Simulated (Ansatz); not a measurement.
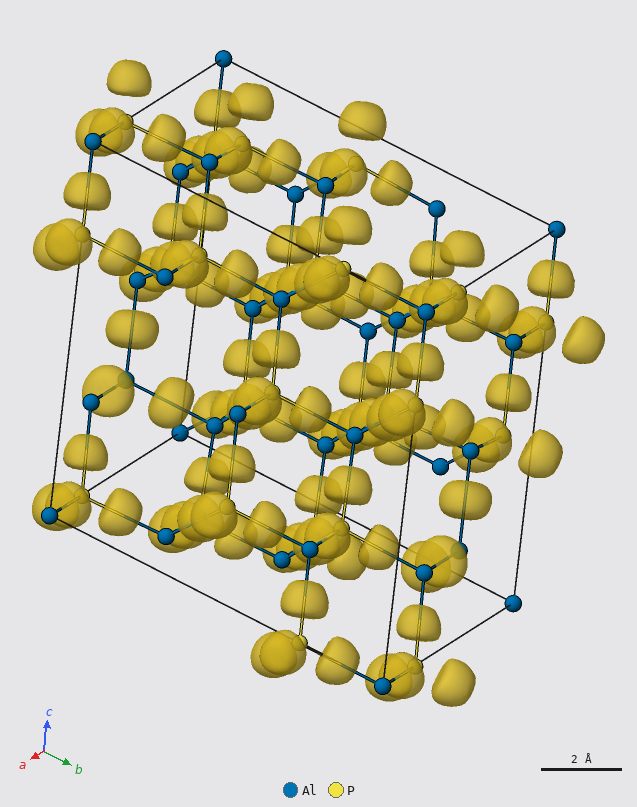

*Al₁₇P₁₅ (cell with a defect). Isosurface of the ELF at 0.85 (yellow), seen slightly off an axis. Core shells and regions of very low density are left out. Sticks mark near contacts.*

The calculation used DFT PBE, scalar-relativistic, plane waves, PAW in Ansatz.

Core electrons are frozen (PAW), and the valence fields are smoothed inside the atomic spheres.

The calculation's input:

```
crystal:
  lattice:
    - [-5.5073398843, 5.5073398843, -5.5073398843]
    - [5.5073398843, -5.5073398843, -5.5073398843]
    - [-5.5073398843, -5.5073398843, 5.5073398843]
  atoms:
    - { symbol: Al, position: [0.5, 0.25, 0.25] }
    - { symbol: Al, position: [0.25, 0.25, 0.5] }
    - { symbol: Al, position: [0.0, 0.25, 0.75] }
    - { symbol: Al, position: [0.75, 0.0, 0.25] }
    - { symbol: Al, position: [0.75, 0.25, 0.0] }
    - { symbol: Al, position: [0.5, 0.0, 0.5] }
    - { symbol: Al, position: [0.25, 0.0, 0.75] }
    - { symbol: Al, position: [0.0, 0.75, 0.25] }
    - { symbol: Al, position: [1.0, 1.0, 1.0] }
    - { symbol: Al, position: [0.75, 0.75, 0.5] }
    - { symbol: Al, position: [0.5, 0.75, 0.75] }
    - { symbol: Al, position: [0.25, 0.5, 0.25] }
    - { symbol: Al, position: [0.25, 0.75, 0.0] }
    - { symbol: Al, position: [0.0, 0.5, 0.5] }
    - { symbol: Al, position: [0.75, 0.5, 0.75] }
    - { symbol: Al, position: [0.5, 0.5, 0.0] }
    - { symbol: Al, position: [0.5, 0.0, 0.25] }
    - { symbol: P, position: [0.25, 0.0, 0.5] }
    - { symbol: P, position: [0.0, 0.0, 0.75] }
    - { symbol: P, position: [0.75, 0.75, 0.25] }
    - { symbol: P, position: [0.75, 0.0, 0.0] }
    - { symbol: P, position: [0.5, 0.75, 0.5] }
    - { symbol: P, position: [0.25, 0.75, 0.75] }
    - { symbol: P, position: [0.0, 0.5, 0.25] }
    - { symbol: P, position: [0.0, 0.75, 0.0] }
    - { symbol: P, position: [0.75, 0.5, 0.5] }
    - { symbol: P, position: [0.5, 0.5, 0.75] }
    - { symbol: P, position: [0.25, 0.25, 0.25] }
    - { symbol: P, position: [0.25, 0.5, 0.0] }
    - { symbol: P, position: [0.0, 0.25, 0.5] }
    - { symbol: P, position: [0.75, 0.25, 0.75] }
    - { symbol: P, position: [0.5, 0.25, 0.0] }
  host:
    lattice:
      - [0.0, 2.7536699422, 2.7536699422]
      - [2.7536699422, 0.0, 2.7536699422]
      - [2.7536699422, 2.7536699422, 0.0]
    atoms:
      - { symbol: Al, position: [0.0, 0.0, 0.0] }
      - { symbol: P, position: [0.75, 0.75, 0.75] }
basis:
  ecutwfc: 420
  xc_grid: 2
kpoints:
  mp_grid: { grid: [2, 2, 2], shift: [0.5, 0.5, 0.5] }
hamiltonian:
  xc: pbe
scf:
  occupations: { method: gaussian, width: 0.01 }
output:
  forces: true
  stress: false
  eigenvalues: true
  charged_corrections:
    defect_position: [0.5, 0.0, 0.25]
    epsilon: [[10.3826, 0.0, 0.0], [0.0, 10.3826, 0.0], [0.0, 0.0, 10.3826]]
  write_density: true
  write_potential: true
  elf: true
  volumetric_format: npy
relax:
  adjacent_minimum: "off"
  f_tol: 0.025
  max_steps: 45
```

Run with:

```sh
ansatz run input.yaml --threads 4 --pin off --max-ram 6144MiB --backend cpu --events-out ev --progress --plain --runs-dir out
```

The fields are those of the relaxed geometry.

> What do the ELF domains correspond to?

The surface consists of four regions between bonded Al–Al atoms and 60 regions between bonded Al–P atoms, counted in one cell of 32 atoms. Any copies at cell faces, edges or corners count once.

Values along the shortest contacts:
Al–P (2.37 Å): the ELF peaks at about 0.95 between the atoms. Al–Al (2.55 Å): the ELF peaks at about 0.95 between the atoms.
